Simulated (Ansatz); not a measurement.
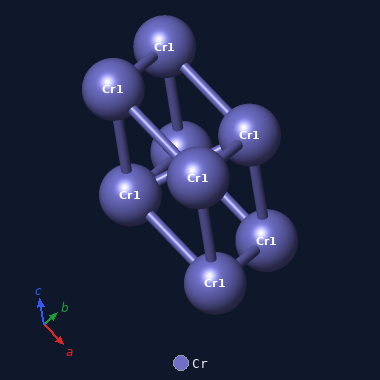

The system is Cr (Im-3m, No. 229; 1 atom in the cell); the picture shows the reference structure. 
- The cell is strained homogeneously, by one strain along x and y and another along z, with fractional coordinates fixed (x, y and z along the cube axes).
- First axis: strain along x and y. Second axis: strain along z.
- The grid has 5 × 5 points.
- Points are written as (first, second).
- Energies: meV/atom, counted from the lowest grid point.
- The runs have no spin polarisation; a magnetic state may lie lower. The reference cell is the one listed in the database, not relaxed at this level.
- Computed with Ansatz 0.2.0, DFT PBEsol, scalar-relativistic, plane waves, PAW. Settings: cutoff 420 eV, k-mesh 24×24×24, gaussian smearing 0.15 eV, no spin polarisation.

Its coordinates:

```yaml
crystal:
  lattice:
    - [-1.44195, 1.44195, 1.44195]
    - [1.44195, -1.44195, 1.44195]
    - [1.44195, 1.44195, -1.44195]
  atoms:
    - { symbol: Cr, position: [0.00000, 0.00000, 0.00000] }
```

Range: strain along x and y from −5.0 to 5.0 %; strain along z from −5.0 to 5.0 %.

Question: What will the energy surface look like?

Answer: The lowest grid point is at (−2.5 %, −2.5 %). It is the only kind of minimum in the scanned range. The highest grid point, (5.0 %, 5.0 %), lies 401 meV/atom above the lowest.

| strain along z ↓, strain along x and y → | −5.0 | −2.5 | 0.0 | 2.5 | 5.0 |
| --- | --- | --- | --- | --- | --- |
| 5.0 | 84 | 89 | 151 | 257 | 401 |
| 2.5 | 49 | 41 | 92 | 190 | 328 |
| 0.0 | 32 | 10 | 50 | 139 | 268 |
| −2.5 | 37 | 0 | 27 | 106 | 226 |
| −5.0 | 68 | 15 | 28 | 94 | 203 |

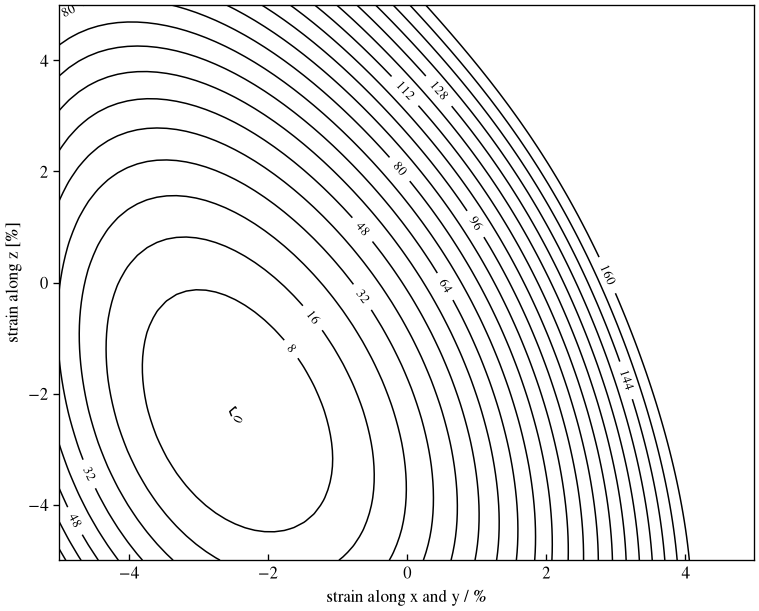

The picture shows contour lines labelled in meV/atom (none above 160). Between grid points the surface is interpolated.
